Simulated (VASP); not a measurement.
Run report: PbSe, geometry relaxation

PbSe (Fm-3m, 2 atoms in the cell), computed with DFT, plane waves, PAW, settings varied from a PBE run (VASP 6.6.1).

The structure was built on a prototype by a generator.

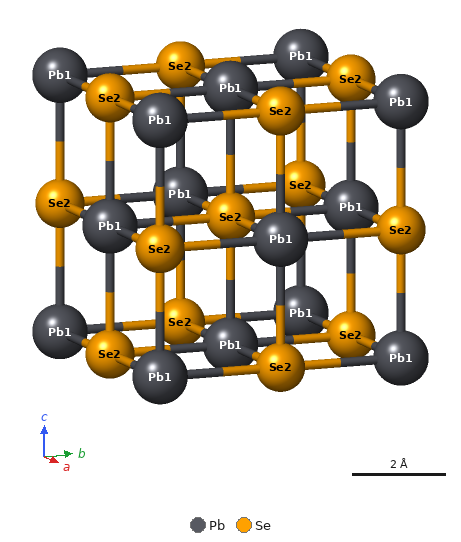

The input geometry (ball-and-stick view of the cell 4 times as large as that of the calculation, set on its symmetry axes, seen slightly off an axis; atoms are numbered from 1 in the order of the input). Near neighbours in the crystal (not all of them lie inside the picture): Pb has 6 Se at 2.83 Å; Se has 6 Pb at 2.83 Å.

**Key numbers**

```tsv
quantity	value
outcome	converged
space group (tolerance 0.01 Å)	Fm-3m (225)
electrons treated	20
free energy	43.0212 eV
Fermi energy	4.871 eV
pressure	0.00 GPa
final volume	58.59 Å³
largest force (length of the vector) at the end	under 0.001 eV/Å
final cell	a = 4.360 Å, b = 4.360 Å, c = 4.360 Å, α = 60.00°, β = 60.00°, γ = 60.00°
hardware	1 CPU thread, shared host
wall time	2.8 min
peak memory	0.21 GiB
```

**Remarks**

Settings chosen away from the usual ones: METAGGA = RTPSS; GGA = null. Spin–orbit coupling is left out, which matters for Pb. The volume changed by more than 5 % on the plane waves of the start, so the result carries a basis error; a second relaxation from the end is advised.

**INCAR**
```
ENCUT = 600.000000
SIGMA = 0.020000
EDIFF = 1.00e-07
EDIFFG = -5.00e-03
PREC = Accurate
IBRION = 2
ISIF = 3
ISMEAR = -1
NBANDS = 17
NELM = 120
NSW = 40
LASPH = .TRUE.
LCHARG = .FALSE.
LWAVE = .FALSE.
LREAL = .FALSE.
METAGGA = RTPSS
```

**KPOINTS**
```
KPOINTS created by Atomic Simulation Environment
0
Gamma
8 8 8
0 0 0
```

**POSCAR**
```
Pb Se
 1.0000000000000000
     0.0000000000000000    2.8250139999999999    2.8250139999999999
     2.8250139999999999    0.0000000000000000    2.8250139999999999
     2.8250139999999999    2.8250139999999999    0.0000000000000000
 Pb  Se
   1   1
Cartesian
  0.0000000000000000  0.0000000000000000  0.0000000000000000
  2.8250139999999999  2.8250139999999999  2.8250139999999999
```

Command:
```bash
mpirun -np 1 vasp_std
```

**OSZICAR**
```
N       E                     dE             d eps       ncg     rms          rms(c)
DAV:   1     0.210054497180E+03    0.21005E+03   -0.10684E+04   987   0.144E+03
DAV:   2     0.518961437395E+02   -0.15816E+03   -0.15312E+03   989   0.350E+02
DAV:   3     0.406558213471E+02   -0.11240E+02   -0.11155E+02  1343   0.101E+02
DAV:   4     0.404154420327E+02   -0.24038E+00   -0.24012E+00  1175   0.138E+01
DAV:   5     0.404096914911E+02   -0.57505E-02   -0.57499E-02  1429   0.232E+00    0.494E+00
DAV:   6     0.436500668490E+02    0.32404E+01   -0.11621E+01   987   0.369E+01    0.261E+00
DAV:   7     0.437171613704E+02    0.67095E-01   -0.32299E-01  1346   0.547E+00    0.187E+00
DAV:   8     0.437904626407E+02    0.73301E-01   -0.29392E-01  1450   0.393E+00    0.109E+00
DAV:   9     0.437808520642E+02   -0.96106E-02   -0.44403E-02  1222   0.140E+00    0.847E-01
DAV:  10     0.437824615686E+02    0.16095E-02   -0.68550E-03  1284   0.142E+00    0.195E-01
DAV:  11     0.437831003144E+02    0.63875E-03   -0.36577E-03  1379   0.334E-01    0.295E-02
DAV:  12     0.437830424773E+02   -0.57837E-04   -0.26706E-04  1349   0.162E-01    0.491E-02
DAV:  13     0.437830419890E+02   -0.48827E-06   -0.21111E-06  1224   0.142E-02    0.334E-02
DAV:  14     0.437830442378E+02    0.22488E-05   -0.90749E-06  1119   0.165E-02    0.219E-03
DAV:  15     0.437830442707E+02    0.32904E-07   -0.69553E-07  1308   0.578E-03
   1 F= 0.43783044E+02 E0= 0.43783044E+02  d E =0.437830E+02
       N       E                     dE             d eps       ncg     rms          rms(c)
DAV:   1     0.215512574432E+02   -0.22232E+02   -0.11501E+03  1228   0.727E+02    0.264E+01
DAV:   2     0.381379898408E+02    0.16587E+02   -0.71988E+01  1205   0.104E+02    0.114E+01
DAV:   3     0.432212697208E+02    0.50833E+01   -0.23250E+01  1240   0.604E+01    0.190E+00
DAV:   4     0.432291921744E+02    0.79225E-02   -0.65585E-01  1260   0.740E+00    0.840E-01
DAV:   5     0.432518320476E+02    0.22640E-01   -0.13476E-01  1226   0.286E+00    0.414E-01
DAV:   6     0.432555074208E+02    0.36754E-02   -0.74305E-03  1305   0.899E-01    0.184E-01
DAV:   7     0.432558774422E+02    0.37002E-03   -0.63000E-04  1027   0.193E-01    0.231E-02
DAV:   8     0.432558216346E+02   -0.55808E-04   -0.14276E-04  1367   0.149E-01    0.149E-02
DAV:   9     0.432558180473E+02   -0.35872E-05   -0.11463E-05  1115   0.307E-02    0.651E-03
DAV:  10     0.432558190840E+02    0.10366E-05   -0.52239E-06  1107   0.244E-02    0.950E-04
DAV:  11     0.432558188102E+02   -0.27376E-06   -0.24375E-07  1292   0.502E-03    0.569E-04
DAV:  12     0.432558185881E+02   -0.22213E-06   -0.58723E-08   848   0.285E-03    0.103E-04
DAV:  13     0.432558185152E+02   -0.72863E-07   -0.56404E-09   559   0.710E-04
   2 F= 0.43255819E+02 E0= 0.43255819E+02  d E =-.527226E+00
       N       E                     dE             d eps       ncg     rms          rms(c)
DAV:   1     0.382846956863E+02   -0.49711E+01   -0.13309E+02  1269   0.144E+02    0.128E+01
DAV:   2     0.423641065722E+02    0.40794E+01   -0.75658E+00  1270   0.549E+01    0.468E+00
DAV:   3     0.430351117016E+02    0.67101E+00   -0.29827E+00  1266   0.263E+01    0.104E+00
DAV:   4     0.430248997495E+02   -0.10212E-01   -0.81642E-02  1041   0.240E+00    0.570E-01
DAV:   5     0.430210392734E+02   -0.38605E-02   -0.10070E-02  1165   0.627E-01    0.152E-01
DAV:   6     0.430212114623E+02    0.17219E-03   -0.62439E-04  1231   0.248E-01    0.590E-02
DAV:   7     0.430212196550E+02    0.81927E-05   -0.57236E-05  1136   0.466E-02    0.123E-02
DAV:   8     0.430212093774E+02   -0.10278E-04   -0.16657E-05  1235   0.598E-02    0.446E-03
DAV:   9     0.430212106786E+02    0.13012E-05   -0.23176E-06  1397   0.239E-02    0.140E-03
DAV:  10     0.430212111230E+02    0.44441E-06   -0.36998E-07  1052   0.403E-03    0.654E-04
DAV:  11     0.430212110559E+02   -0.67107E-07   -0.15965E-08   546   0.999E-04
   3 F= 0.43021211E+02 E0= 0.43021211E+02  d E =-.761833E+00
       N       E                     dE             d eps       ncg     rms          rms(c)
DAV:   1     0.430176877013E+02   -0.35234E-02   -0.12471E-01  1267   0.548E+00    0.344E-01
DAV:   2     0.430206643722E+02    0.29767E-02   -0.52508E-03  1264   0.113E+00    0.140E-01
DAV:   3     0.430213203139E+02    0.65594E-03   -0.28617E-03  1265   0.787E-01    0.310E-02
DAV:   4     0.430213281171E+02    0.78031E-05   -0.80792E-05  1216   0.106E-01    0.130E-02
DAV:   5     0.430213348664E+02    0.67493E-05   -0.16480E-05  1314   0.448E-02    0.470E-03
DAV:   6     0.430213357296E+02    0.86323E-06   -0.94584E-07  1301   0.137E-02    0.747E-04
DAV:   7     0.430213350895E+02   -0.64009E-06   -0.58941E-08   577   0.220E-03    0.169E-04
DAV:   8     0.430213350323E+02   -0.57276E-07   -0.82447E-09   524   0.127E-03
   4 F= 0.43021335E+02 E0= 0.43021335E+02  d E =-.761709E+00
       N       E                     dE             d eps       ncg     rms          rms(c)
DAV:   1     0.430180829394E+02   -0.32522E-02   -0.10581E-01  1267   0.500E+00    0.319E-01
DAV:   2     0.430206720277E+02    0.25891E-02   -0.44874E-03  1263   0.106E+00    0.129E-01
DAV:   3     0.430212297972E+02    0.55777E-03   -0.24299E-03  1265   0.728E-01    0.289E-02
DAV:   4     0.430212120227E+02   -0.17775E-04   -0.67363E-05  1215   0.960E-02    0.123E-02
DAV:   5     0.430212045355E+02   -0.74871E-05   -0.13126E-05  1304   0.385E-02    0.411E-03
DAV:   6     0.430212038467E+02   -0.68877E-06   -0.65877E-07  1297   0.107E-02    0.702E-04
DAV:   7     0.430212044795E+02    0.63272E-06   -0.46154E-08   541   0.177E-03    0.156E-04
DAV:   8     0.430212045082E+02    0.28738E-07   -0.70085E-09   513   0.125E-03
   5 F= 0.43021205E+02 E0= 0.43021205E+02  d E =-.130524E-03
       N       E                     dE             d eps       ncg     rms          rms(c)
DAV:   1     0.430211164974E+02   -0.87982E-04   -0.27990E-03  1275   0.818E-01    0.517E-02
DAV:   2     0.430211813730E+02    0.64876E-04   -0.11815E-04  1263   0.171E-01    0.209E-02
DAV:   3     0.430211961231E+02    0.14750E-04   -0.64228E-05  1265   0.118E-01    0.468E-03
DAV:   4     0.430211980510E+02    0.19279E-05   -0.18004E-06  1216   0.158E-02    0.197E-03
DAV:   5     0.430211991441E+02    0.10931E-05   -0.34560E-07   837   0.649E-03    0.675E-04
DAV:   6     0.430211992597E+02    0.11563E-06   -0.24024E-08   509   0.213E-03    0.108E-04
DAV:   7     0.430211991614E+02   -0.98328E-07   -0.53976E-09   497   0.736E-04
   6 F= 0.43021199E+02 E0= 0.43021199E+02  d E =-.135871E-03
```

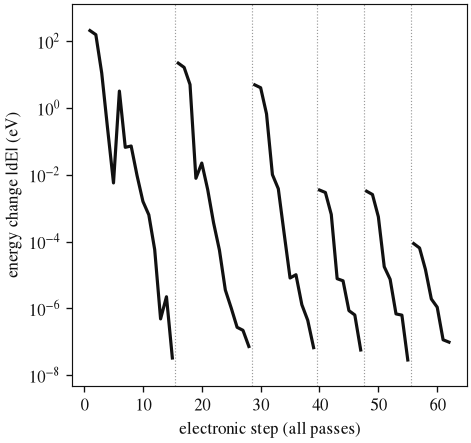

Convergence of the self-consistent field: energy change |dE| against the electronic step. Each stretch between dotted lines is the SCF of one geometry step of a relaxation. The 6 ionic steps take 7 to 15 electronic steps each. The density is held fixed in the first few steps, and dE rises again when its update begins.

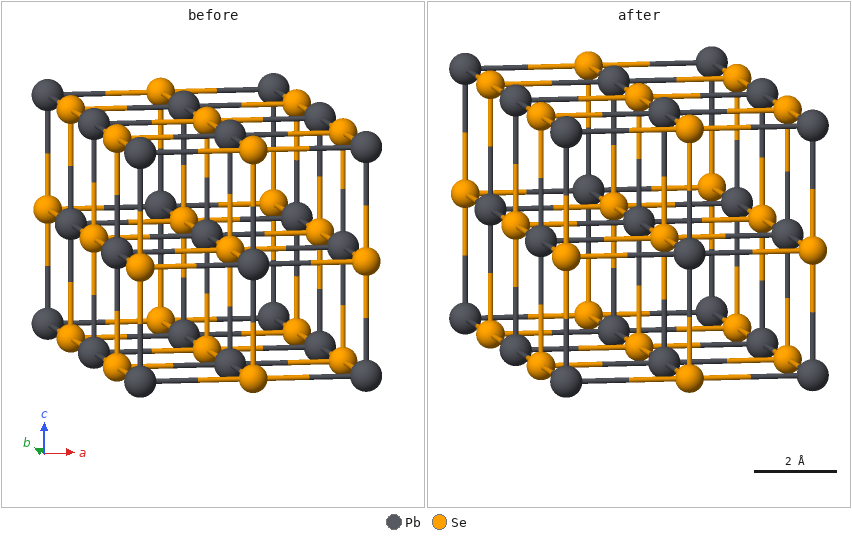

Before (left) and after (right) the relaxation, at one scale (ball-and-stick view of the cell 4 times as large as that of the calculation, set on its symmetry axes, repeated 1 × 2 × 1, seen slightly off an axis). The atoms keep their places relative to the cell (all moves are under 0.005 Å). Cell: a = b = c 5.650 → 6.165 Å (+9.1 %). Volume +29.9 %. Among the contacts that change: Pb1–Se2 2.825 → 3.083 Å. The space group stays Fm-3m (No. 225). (Atoms are counted from 1 in the order of the input.)

**Parts of OUTCAR**
```
k-points           NKPTS =     29   k-points in BZ     NKDIM =     29   number of bands    NBANDS=     17

   NELECT =      20.0000    total number of electrons

   dimension x,y,z NGX =    32 NGY =   32 NGZ =   32
   dimension x,y,z NGXF=    64 NGYF=   64 NGZF=   64

  energy-cutoff  :      600.00
  volume of cell :       58.59
      direct lattice vectors                 reciprocal lattice vectors
     0.000000000  3.082644805  3.082644805    -0.162198382  0.162198382  0.162198382
     3.082644805  0.000000000  3.082644805     0.162198382 -0.162198382  0.162198382
     3.082644805  3.082644805  0.000000000     0.162198382  0.162198382 -0.162198382

 k-points in reciprocal lattice and weights: KPOINTS created by Atomic Simulation Env
   0.00000000  0.00000000  0.00000000       0.002
   0.12500000  0.00000000  0.00000000       0.016
   0.25000000  0.00000000  0.00000000       0.016
   0.37500000  0.00000000  0.00000000       0.016
   0.50000000  0.00000000  0.00000000       0.008
   0.12500000  0.12500000  0.00000000       0.012
   0.25000000  0.12500000  0.00000000       0.047
   0.37500000  0.12500000  0.00000000       0.047
   0.50000000  0.12500000  0.00000000       0.047
  -0.37500000  0.12500000  0.00000000       0.047
  -0.25000000  0.12500000  0.00000000       0.047
  -0.12500000  0.12500000  0.00000000       0.023
   0.25000000  0.25000000  0.00000000       0.012
   0.37500000  0.25000000  0.00000000       0.047
   0.50000000  0.25000000  0.00000000       0.047
  -0.37500000  0.25000000  0.00000000       0.047
  -0.25000000  0.25000000  0.00000000       0.023
   0.37500000  0.37500000  0.00000000       0.012
   0.50000000  0.37500000  0.00000000       0.047
  -0.37500000  0.37500000  0.00000000       0.023
   0.50000000  0.50000000  0.00000000       0.006
   0.37500000  0.25000000  0.12500000       0.047
   0.50000000  0.25000000  0.12500000       0.094
  -0.37500000  0.25000000  0.12500000       0.047
   0.50000000  0.37500000  0.12500000       0.047
  -0.37500000  0.37500000  0.12500000       0.094
  -0.25000000  0.37500000  0.12500000       0.047
  -0.37500000  0.50000000  0.12500000       0.023
  -0.25000000  0.50000000  0.25000000       0.012

 E-fermi :   4.8706

 k-point     1 :       0.0000    0.0000    0.0000
  band No.  band energies     occupation
      1     -12.1945      2.00000
      2     -12.1945      2.00000
      3     -12.1945      2.00000
      4     -12.1886      2.00000
      5     -12.1886      2.00000
      6      -8.8922      2.00000
      7      -1.5500      2.00000
      8       2.9170      2.00000
      9       2.9170      2.00000
     10       2.9170      2.00000
     11       9.5217      0.00000
     12       9.5217      0.00000
     13       9.5217      0.00000
     14      11.2988      0.00000
     15      11.2988      0.00000
     16      11.2988      0.00000
     17      12.6465      0.00000

 k-point     2 :       0.1250    0.0000    0.0000
  band No.  band energies     occupation
      1     -12.1940      2.00000
      2     -12.1940      2.00000
      3     -12.1940      2.00000
      4     -12.1880      2.00000
      5     -12.1880      2.00000
      6      -8.7772      2.00000
      7      -1.9322      2.00000
      8       2.9525      2.00000
      9       2.9525      2.00000
     10       3.1796      2.00000
     11       8.4121      0.00000
     12       8.8645      0.00000
     13       8.8645      0.00000
     14      11.0057      0.00000
     15      11.6506      0.00000
     16      11.6506      0.00000
     17      13.8245      0.00000

 k-point     3 :       0.2500    0.0000    0.0000
  band No.  band energies     occupation
      1     -12.2013      2.00000
      2     -12.2013      2.00000
      3     -12.1929      2.00000
      4     -12.1779      2.00000
      5     -12.1779      2.00000
      6      -8.4628      2.00000
      7      -2.7789      2.00000
      8       3.0569      2.00000
      9       3.0569      2.00000
     10       3.7072      2.00000
     11       6.9000      0.00000
     12       7.7687      0.00000
     13       7.7687      0.00000
     14      11.1506      0.00000
     15      12.5365      0.00000
     16      12.5365      0.00000
     17      15.7254      0.00000

 k-point     4 :       0.3750    0.0000    0.0000
  band No.  band energies     occupation
      1     -12.2092      2.00000
      2     -12.2092      2.00000
      3     -12.1921      2.00000
      4     -12.1670      2.00000
      5     -12.1670      2.00000
      6      -8.0706      2.00000
      7      -3.6084      2.00000
      8       3.1977      2.00000
      9       3.1977      2.00000
     10       4.2374      2.00000
     11       5.7315      0.00000
     12       6.9162      0.00000
     13       6.9162      0.00000
     14      12.0710      0.00000
     15      13.8701      0.00000
     16      13.8701      0.00000
     17      16.0841      0.00000

 k-point     5 :       0.5000    0.0000    0.0000
  band No.  band energies     occupation
      1     -12.2125      2.00000
      2     -12.2125      2.00000
      3     -12.1919      2.00000
      4     -12.1624      2.00000
      5     -12.1624      2.00000
      6      -7.8705      2.00000
      7      -3.9713      2.00000
      8       3.2717      2.00000
      9       3.2717      2.00000
     10       4.6783      1.99987
     11       5.0630      0.00013
     12       6.5909      0.00000
     13       6.5909      0.00000
     14      13.0550      0.00000
     15      14.9259      0.00000
     16      15.1010      0.00000
     17      15.1010      0.00000

 [... the levels of 23 k-points are left out ...]

 k-point    29 :      -0.2500    0.5000    0.2500
  band No.  band energies     occupation
      1     -12.2749      2.00000
      2     -12.1890      2.00000
      3     -12.1830      2.00000
      4     -12.1830      2.00000
      5     -12.1524      2.00000
      6      -7.4895      2.00000
      7      -3.1812      2.00000
      8       0.5557      2.00000
      9       0.5557      2.00000
     10       3.9361      2.00000
     11       6.7653      0.00000
     12       9.6462      0.00000
     13       9.6462      0.00000
     14      12.4672      0.00000
     15      12.4672      0.00000
     16      16.7681      0.00000
     17      17.5250      0.00000

  Total        0.0005494      0.0005494      0.0005494      0.0000000      0.0000000      0.0000000
  in kB        0.0150239      0.0150239      0.0150239      0.0000000      0.0000000      0.0000000
  external PRESSURE =       0.0150239 kB  Pullay stress =       0.0000000 kB

 POSITION                                       TOTAL-FORCE (eV/Angst)
 -----------------------------------------------------------------------------------
      3.08264      0.00000      3.08264        -0.000000      0.000000     -0.000000
      3.08264      3.08264      3.08264         0.000000     -0.000000      0.000000
 -----------------------------------------------------------------------------------
    total drift:                                0.000000     -0.000000     -0.000000

  FREE ENERGIE OF THE ION-ELECTRON SYSTEM (eV)
  ---------------------------------------------------
  free  energy   TOTEN  =        43.0211991614 eV

  energy  without entropy=       43.0211996027  energy(sigma->0) =       43.02119938
```

**CONTCAR**
```
Pb Se
   1.00000000000000
     0.0000000000000000    3.0826448046054238    3.0826448046054238
     3.0826448046054238    0.0000000000000000    3.0826448046054238
     3.0826448046054238    3.0826448046054238    0.0000000000000000
  Pb              Se
     1     1
Direct
     0.0000000000000000    1.0000000000000000    0.0000000000000000
     0.5000000000000000    0.5000000000000000    0.5000000000000000

  0.00000000E+00  0.00000000E+00  0.00000000E+00
  0.00000000E+00  0.00000000E+00  0.00000000E+00
```
